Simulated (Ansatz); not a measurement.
Structure: a (110) slab cut from SiC (F-43m), ended by SiC planes, 40 atoms in the cell, the slab at its places in the relaxed adsorbed structure; a = 6.15 Å, b = 8.70 Å, c = 27.64 Å, α = 90.00°, β = 90.00°, γ = 90.00°.

Level of theory: DFT PBE+D3(BJ), scalar-relativistic, plane waves, PAW, no spin polarisation, 3×2×1 k mesh, 420 eV cutoff, Gaussian smearing of 0.05 eV; code Ansatz.

What does the potential across the slab give for the work function?

The work function is 4.90 eV, the same on both faces. The two vacuum levels agree, so the slab has no net dipole along its normal. The outermost atoms are 6.3 Å apart, which leaves 21.4 Å of vacuum in a cell 27.6 Å high.

The atoms aren't at rest in this cell (largest force 4.1 eV/Å), so the relaxed material can differ.

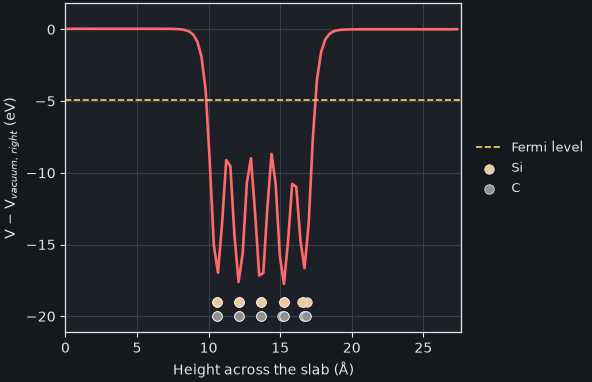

Plane-averaged electrostatic potential energy of an electron across the slab; circles at the bottom mark the heights of the atoms.
